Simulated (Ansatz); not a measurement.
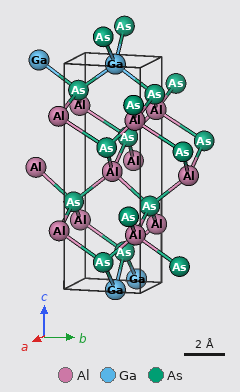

Starting structure of solid Al₃GaAs₄ (a generated structure, set up in P1) (coarse preliminary run). The picture is a ball-and-stick view of the cell of the calculation, seen slightly off an axis.

Level of theory: DFT PBE, scalar-relativistic, plane waves, PAW (Ansatz).

Input
```yaml
crystal:
  lattice:
    - [4.1203319541, -0.0345411087, -0.0005895582]
    - [-0.0345411087, 4.0215987955, -0.038549617]
    - [-0.0016653706, -0.1088940877, 11.6336024566]
  atoms:
    - { symbol: Al, position: [-0.0051982278, -0.0722059016, 0.7647494079] }
    - { symbol: Al, position: [-0.0175914796, -0.0687698177, 0.2563268751] }
    - { symbol: Al, position: [0.4842990878, 0.4882407088, 0.5057387523] }
    - { symbol: Ga, position: [0.4952955955, 0.5323995945, 0.9829250429] }
    - { symbol: As, position: [0.4844589525, 0.0460539409, 0.8585499256] }
    - { symbol: As, position: [0.0109574409, 0.5168241267, 0.1285222647] }
    - { symbol: As, position: [0.5293413281, -0.0060340646, 0.3642932327] }
    - { symbol: As, position: [1.0184373027, 0.5634914131, 0.6388944989] }
basis:
  ecutwfc: 420
kpoints:
  mp_grid: { grid: [4, 4, 1] }
hamiltonian:
  xc: pbe
scf:
  occupations: { method: gaussian, width: 0.1 }
  lower_state_search: "off"
output:
  forces: true
  stress: true
  eigenvalues: true
relax:
  adjacent_minimum: "off"
  f_tol: 0.025
  max_steps: 60
  cell: { stress_tol: 0.25 }
```

Command:
```bash
ansatz run input.yaml --threads 1 --pin off --max-ram 2560MiB --backend cpu --events-out ev --progress --plain --runs-dir out
```

Where does the relaxation end?

After 4 accepted moves (5 points after the start) the energy has fallen by 353 meV per atom. The largest force component goes from 5 to 0.012 eV/Å. The pressure goes from 2.89 to 0.08 GPa. At 1 point the geometry stayed and the basis and grid were re-selected for the new cell (energy shift of 0.1 meV per atom at most each time). Al1 moves most relative to the cell: 0.34 Å roughly along [0 3 −1]. By element the largest moves are Al 0.34 Å, As 0.31 Å, Ga 0.23 Å. Cell: a 4.120 → 4.076 Å (−1.1 %), b 4.022 → 4.072 Å (+1.3 %), c 11.634 → 11.338 Å (−2.5 %), α 91.1° → 90.0°, γ 91.0° → 90.0°. Volume −2.4 %. Among the contacts that change: Al1–As8 2.970 → 2.480 Å, Al1–As8 (another image) 2.055 → 2.480 Å, Al2–As6 2.810 → 2.476 Å, Al2–As6 (another image) 2.217 → 2.476 Å. Bond angles that change, for instance: As5–Al1–As8 92.6° → 108.9°, Al1–As8–Al3 124.5° → 109.0°, Al1–As5–Ga4 94.3° → 109.1°. The space group (tolerance 0.01 Å) goes from P1 (No. 1) to P-4m2 (No. 115).

Final geometry:

```
CELL_PARAMETERS angstrom
4.07610 0.00009 -0.00012
0.00006 4.07233 -0.00073
-0.00039 -0.00371 11.33820
ATOMIC_POSITIONS crystal
Al 0.99994 0.99998 0.74973
Al 0.00007 0.00004 0.25032
Al 0.49994 0.50012 0.49998
Ga 0.49998 0.50020 0.00000
As 0.50001 0.00001 0.87393
As 0.00002 0.49991 0.12609
As 0.50003 0.99993 0.37507
As 0.00001 0.49981 0.62488
```

After the run, drawn alike:

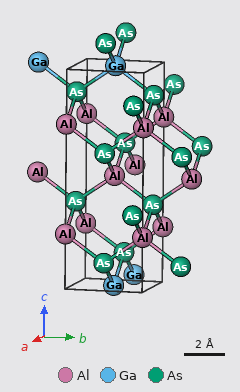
